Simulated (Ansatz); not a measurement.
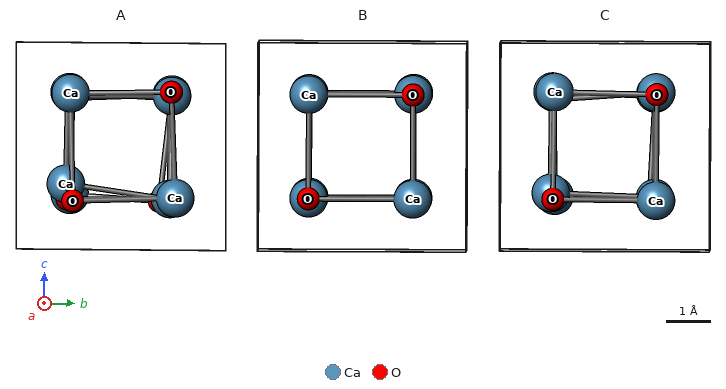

3 geometries from one relaxation of solid CaO (built on the FeSi-198 type type), in shuffled order. The picture is a ball-and-stick view of the cell of the calculation, seen along the a axis.

Case: shaken.

These are results of DFT, PBEsol, plane waves, PAW in Ansatz 0.2.0, not measurements. (plane-wave cutoff 420 eV; k-point mesh 2 × 4 × 4; occupations fermi dirac; smearing width 0.05 eV; no spin polarisation; cell and atoms relaxed; force threshold 0.01 eV/Å; at most 120 steps)

### Order the frames from highest to lowest energy.

A, C, B. They are steps 0, 1, 7, at +157 meV per atom, +47.6 meV per atom relative to the last. The largest move relative to the cell is that of an O atom, 0.36 Å along [−1 3 1]. By element the largest moves are O 0.36 Å, Ca 0.32 Å. The drawn cell changes as follows: a 9.523 → 9.534 Å (+0.1 %), b 4.791 → 4.767 Å (−0.5 %), c 4.730 → 4.767 Å (+0.8 %), α 90.5° → 90.0°, β 89.3° → 90.0°, γ 89.7° → 90.0°; the volume changes by +0.4 %. Near-neighbour distances that change, for instance: Ca–O 2.763 → 2.384 Å, Ca–O 2.010 → 2.384 Å, Ca–O 2.723 → 2.383 Å, Ca–Ca 3.053 → 3.371 Å. Among the angles between lasting bonds that change: Ca–O–Ca 159.4° → 180.0°, O–Ca–O 159.4° → 180.0°, Ca–O–Ca 72.2° → 90.0°. The space group (tolerance 0.01 Å) goes from P1 (No. 1) to Fm-3m (No. 225). The energy falls by 157 meV per atom in 5 accepted moves (7 points after the start). The largest force component goes from 3.9 to 0.00013 eV/Å. Pressure: 5.61 GPa at the start and 0.00 GPa at the end. At 2 points the geometry stayed and the basis and grid were re-selected for the new cell (energy shift of 0.2 meV per atom at most each time). The run took 25 s on 1 × NVIDIA H100 80GB HBM3 with 2 threads of AMD EPYC 7R13 Processor (Zen 3) (shared host), peak memory 1.2 GiB.
